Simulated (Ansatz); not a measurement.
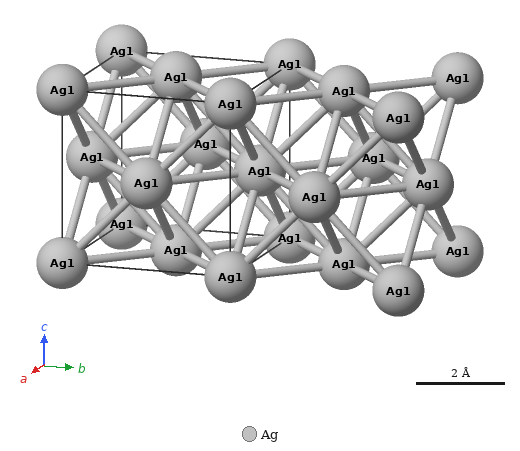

Figure 1. The structure of run 1 (ball-and-stick view of the cell 4 times as large as that of the calculation, set on its symmetry axes, repeated 1 × 2 × 1, seen slightly off an axis; atoms are numbered from 1 in the order of the input). Near neighbours in the crystal (not all of them lie inside the picture): Ag has 12 Ag at 2.89 Å.

## Ag: one change and its effect

System: Ag (Fm-3m, 1 atom in the cell).
Method of run 1: Kohn-Sham DFT of a periodic cell, PBE, Ansatz PAW, no spin polarisation (Ansatz 0.2.0).

The structure derives from an entry of the Crystallography Open Database. Text and figures count atoms from 1; the logs count them from 0 in places.

**Input file, run 1**
```yaml
crystal:
  lattice:
    - [0.0, 2.04275, 2.04275]
    - [2.04275, 0.0, 2.04275]
    - [2.04275, 2.04275, 0.0]
  atoms:
    - { symbol: Ag, position: [0.0, 0.0, 0.0] }
hamiltonian:
  xc: pbe
  pseudopotentials: { kind: paw }
kpoints:
  mp_grid: { grid: [11, 11, 11] }
scf:
  occupations: { method: fermi_dirac, width: 0.05 }
output:
  forces: true
  stress: true
relax:
  f_tol: 0.01
  max_steps: 40
  cell: { stress_tol: 0.05 }
```

Launched with:
```bash
ansatz run input.yaml --threads 2 --pin off --max-ram 5632MiB --backend cpu --events-out ev --progress --plain --runs-dir out
```

Hardware: 2 threads of Arm Neoverse N1, 24 GiB of memory available, shared host.

**Output, shortened to warnings, some set-up lines, iterations and results (run 1)**
```
Basis set: ecut = 420 eV, 331 PW (Γ), exchange–correlation on 40×40×40 points (8 copies of the dense FFT grid, shifted against one another)
Symmetry: 48 space group operations
k-points: 56 of 1331
Initial density: superposition of atomic densities (neutral atoms: chi_scale 0, normalization atom), corrected by the library's trained network
[...]
SCF iter   1: F=—  HF=-7590.546076 eV  |F-HF|=—  |Δ(HF+E_count)|=         —  Δρ=9.93e-4  dr2=6.36e-5  ethr=1.77e-3  ⟨swp⟩=4.6  Hψ=3981  notcnv=0
SCF iter   2: F=—  HF=-7590.546266 eV  |F-HF|=—  |Δ(HF+E_count)|=   1.90e-4  Δρ=5.01e-4  dr2=1.22e-5  ethr=3.35e-7  ⟨swp⟩=2.9  Hψ=1722  notcnv=0
SCF iter   3: F=—  HF=-7590.546305 eV  |F-HF|=—  |Δ(HF+E_count)|=   3.87e-5  Δρ=9.90e-5  dr2=3.70e-7  ethr=6.42e-8  ⟨swp⟩=2.0  Hψ=1085  notcnv=0
SCF iter   4: F=-7590.546307 eV  HF=-7590.546307 eV  |F-HF|=8.71e-9  |Δ(HF+E_count)|=   1.89e-6  Δρ=7.50e-6  dr2=3.22e-9  ethr=1.95e-9  ⟨swp⟩=2.0  Hψ=1086  notcnv=0
SCF iter   5: F=-7590.546307 eV  HF=-7590.546307 eV  |F-HF|=9.09e-12  |Δ(HF+E_count)|=   9.19e-9  Δρ=3.72e-7  dr2=1.84e-11  ethr=1.70e-11  ⟨swp⟩=2.1  Hψ=1093  notcnv=0
[... 26 lines ...]
SCF iter   3: F=—  HF=-7590.556155 eV  |F-HF|=—  |Δ(HF+E_count)|=   6.62e-7  Δρ=2.81e-5  dr2=2.66e-8  ethr=7.43e-10  ⟨swp⟩=2.3  Hψ=1064  notcnv=0
SCF iter   4: F=—  HF=-7590.556155 eV  |F-HF|=—  |Δ(HF+E_count)|=   1.48e-7  Δρ=3.39e-6  dr2=3.94e-10  ethr=1.40e-10  ⟨swp⟩=2.8  Hψ=1306  notcnv=0
SCF iter   5: F=-7590.556155 eV  HF=-7590.556155 eV  |F-HF|=9.09e-13  |Δ(HF+E_count)|=   2.81e-9  Δρ=4.70e-8  dr2=1.13e-13  ethr=1.00e-12  ⟨swp⟩=3.2  Hψ=3211  notcnv=0
SCF 5 converged in 5 iterations: F = -7590.556155 eV  dr2 = 1.13e-13
relax step   5: F+E_penalty+E_count = -7590.55615466 eV  Δ(F+E_penalty+E_count) = -2.813e-4 eV  max|allowed force component| = 0.000e0 eV/Å  Δτ_max = 0.0000 Å  P = +0.003 GPa …
basis re-selected at this cell: Δ(F+E_penalty+E_count) = -2.813e-4 eV, ΔP = -0.019 GPa vs the last step (what re-selecting the basis moved, of the pressure what is left beyond the Pulay correction that the steps carried, after the strain that the cell walked since its last selection, with what the …
SCF converged after 5 iterations
Free energy (F): -7590.556155 eV
Harris-Foulkes:  -7590.556155 eV  (|F-HF|=9.09e-13)
Internal energy: -7590.552576 eV  (E = F + TS)
E sigma→0 (E₀):  -7590.554365 eV
Entropy (-TS):   -0.003579 eV (-3.579 meV/atom)
Fermi energy:    16.675068 eV
--- Per-component energies (eV) ---
  E_band       = -250.000277
  E_kinetic    = 526.955245
  E_local      = -2260.400355  (includes V_loc(G=0)·N_el)
  E_nonlocal   = 80.008340
  E_hartree    = 1024.803077
  E_xc         = -184.735961
  E_vxc        = -234.716067  (∫ρ·V_xc dr)
  E_paw        = -3901.976790  (= ΣΔE_a)
  E_vpaw       = -411.453932  (= ΣTr[D̂ρ^β])
  E_aug_tail   = 0.000329  (compensation charges beyond the density's cutoff)
  E_ewald      = -2875.206461
  E_smearing   = -0.003579  (= −TS)
  E_closure    = 0.000000  (closes the sum)
  Σ components = -7590.556155   (vs F -7590.556155, Δ=0.00e0)
--- Forces (eV/Å), atoms counted from 1 ---
  atom   1  Ag    -0.00000000    -0.00000000    -0.00000000
  max |Σ_I F_I| component: 2.88e-32 eV/Å
--- Stress (GPa, compression-positive) ---
        0.002833      -0.000000       0.000000
       -0.000000       0.002833      -0.000000
       -0.000000      -0.000000       0.002833
  P = ⅓ Tr σ = 0.0028 GPa (0.028 kbar)
--- Relaxed structure (4 steps of the walk, 4 accepted, 1 SCFs on fresh bases) ---
  F+E_penalty+E_count = -7590.55615466 eV   max|allowed force component| = 0.000e0 eV/Å   (the final SCF, on the basis selected at the relaxed cell)
  cell:  # Å, volume = 17.7991 Å³
    - [2.0381488131582358e-34, 2.072317288491069, 2.072317288491069]
    - [2.072317288491069, 4.458450528783641e-34, 2.072317288491069]
    - [2.072317288491069, 2.072317288491069, 4.71321913042842e-34]
  atoms:
    - { symbol: Ag, position: [0.0, 0.0, 0.0] }
```

For run 2 the input was changed thus:
```diff
-  xc: pbe
+  xc: revpbe
```

Predict how the results change.

The total energies belong to different methods, so their difference says nothing on which is more stable or more accurate. The volume per atom goes from 17.80 to 18.41 Å³. The functional changes from PBE to revPBE. The SCF takes 29 iterations over all geometry steps against 26.

**Output, shortened to warnings, some set-up lines, iterations and results (run 2)**
```
Basis set: ecut = 420 eV, 331 PW (Γ), exchange–correlation on 40×40×40 points (8 copies of the dense FFT grid, shifted against one another)
Symmetry: 48 space group operations
k-points: 56 of 1331
Initial density: superposition of atomic densities (neutral atoms: chi_scale 0, normalization atom), corrected by the library's trained network
[...]
SCF iter   1: F=—  HF=-7596.212014 eV  |F-HF|=—  |Δ(HF+E_count)|=         —  Δρ=3.43e-3  dr2=1.66e-3  ethr=1.77e-3  ⟨swp⟩=4.6  Hψ=3979  notcnv=0
SCF iter   2: F=—  HF=-7596.211829 eV  |F-HF|=—  |Δ(HF+E_count)|=   1.86e-4  Δρ=1.14e-3  dr2=1.22e-4  ethr=8.73e-6  ⟨swp⟩=2.1  Hψ=1517  notcnv=0
SCF iter   3: F=—  HF=-7596.211857 eV  |F-HF|=—  |Δ(HF+E_count)|=   2.83e-5  Δρ=3.76e-4  dr2=5.47e-6  ethr=6.44e-7  ⟨swp⟩=2.4  Hψ=1053  notcnv=0
SCF iter   4: F=—  HF=-7596.211858 eV  |F-HF|=—  |Δ(HF+E_count)|=   1.60e-6  Δρ=4.16e-5  dr2=1.55e-7  ethr=2.88e-8  ⟨swp⟩=2.0  Hψ=1225  notcnv=0
SCF iter   5: F=-7596.211859 eV  HF=-7596.211859 eV  |F-HF|=7.17e-9  |Δ(HF+E_count)|=   1.51e-7  Δρ=7.98e-6  dr2=8.84e-9  ethr=8.15e-10  ⟨swp⟩=2.3  Hψ=1169  notcnv=0
[... 31 lines ...]
SCF iter   3: F=—  HF=-7596.240403 eV  |F-HF|=—  |Δ(HF+E_count)|=   4.15e-6  Δρ=4.79e-5  dr2=1.20e-7  ethr=2.27e-9  ⟨swp⟩=2.1  Hψ=1075  notcnv=0
SCF iter   4: F=—  HF=-7596.240404 eV  |F-HF|=—  |Δ(HF+E_count)|=   5.94e-7  Δρ=7.23e-6  dr2=1.55e-9  ethr=6.33e-10  ⟨swp⟩=2.7  Hψ=1290  notcnv=0
SCF iter   5: F=-7596.240404 eV  HF=-7596.240404 eV  |F-HF|=9.09e-12  |Δ(HF+E_count)|=   2.33e-8  Δρ=1.26e-7  dr2=1.00e-12  ethr=1.00e-12  ⟨swp⟩=3.7  Hψ=3405  notcnv=0
SCF 6 converged in 5 iterations: F = -7596.240404 eV  dr2 = 1.00e-12
relax step   6: F+E_penalty+E_count = -7596.24040369 eV  Δ(F+E_penalty+E_count) = -4.759e-4 eV  max|allowed force component| = 0.000e0 eV/Å  Δτ_max = 0.0000 Å  P = -0.033 GPa …
basis re-selected at this cell: Δ(F+E_penalty+E_count) = -4.759e-4 eV, ΔP = -0.034 GPa vs the last step (what re-selecting the basis moved, of the pressure what is left beyond the Pulay correction that the steps carried, after the strain that the cell walked since its last selection, with what the …
SCF converged after 5 iterations
Free energy (F): -7596.240404 eV
Harris-Foulkes:  -7596.240404 eV  (|F-HF|=9.09e-12)
Internal energy: -7596.236410 eV  (E = F + TS)
E sigma→0 (E₀):  -7596.238407 eV
Entropy (-TS):   -0.003993 eV (-3.993 meV/atom)
Fermi energy:    16.077819 eV
--- Per-component energies (eV) ---
  E_band       = -260.297105
  E_kinetic    = 526.693624
  E_local      = -2313.280478  (includes V_loc(G=0)·N_el)
  E_nonlocal   = 79.495477
  E_hartree    = 1046.292045
  E_xc         = -184.690365
  E_vxc        = -234.325800  (∫ρ·V_xc dr)
  E_paw        = -3907.790809  (= ΣΔE_a)
  E_vpaw       = -411.464385  (= ΣTr[D̂ρ^β])
  E_aug_tail   = 0.000323  (compensation charges beyond the density's cutoff)
  E_ewald      = -2842.876768
  E_core_change = -0.079459  (= ΣΔE_core)
  E_smearing   = -0.003993  (= −TS)
  E_closure    = -0.000000  (closes the sum)
  Σ components = -7596.240404   (vs F -7596.240404, Δ=0.00e0)
--- Forces (eV/Å), atoms counted from 1 ---
  atom   1  Ag    -0.00000000     0.00000000     0.00000000
  max |Σ_I F_I| component: 6.57e-32 eV/Å
--- Stress (GPa, compression-positive) ---
       -0.032977      -0.000000       0.000000
       -0.000000      -0.032977      -0.000000
       -0.000000      -0.000000      -0.032977
  P = ⅓ Tr σ = -0.0330 GPa (-0.330 kbar)
--- Relaxed structure (5 steps of the walk, 5 accepted, 1 SCFs on fresh bases) ---
  F+E_penalty+E_count = -7596.24040369 eV   max|allowed force component| = 0.000e0 eV/Å   (the final SCF, on the basis selected at the relaxed cell)
  cell:  # Å, volume = 18.4133 Å³
    - [3.200530555970773e-34, 2.095884043866418, 2.095884043866418]
    - [2.095884043866418, 2.9378004399081338e-34, 2.095884043866418]
    - [2.095884043866418, 2.095884043866418, -5.015756844881596e-35]
  atoms:
    - { symbol: Ag, position: [0.0, 0.0, 0.0] }
```

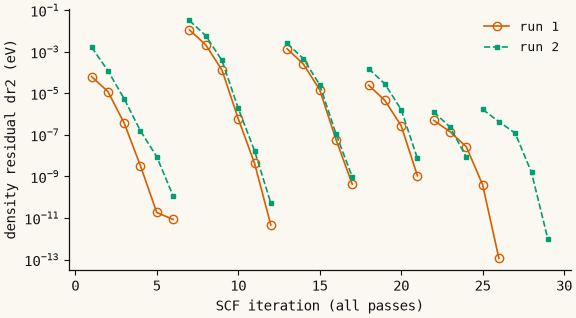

Figure 2. Convergence of the two runs: density residual dr2 against the SCF iteration. A break in a curve parts two SCF passes. Run 1 takes 26 iterations in all, and run 2 takes 29.

**The two runs side by side**

```csv
quantity,run 1,run 2
outcome,converged,converged
free energy per atom (eV),−7590.5562,−7596.2404
"energy per atom, smearing taken to zero (eV)",−7590.5544,−7596.2384
pressure (GPa),0.00,−0.03
volume per atom (Å³),17.80,18.41
largest force (eV/Å),0.000,0.000
SCF iterations,26,29
irreducible k-points,56,56
```

For run 2: Points of doubt noted for this run: forces on files of another functional.
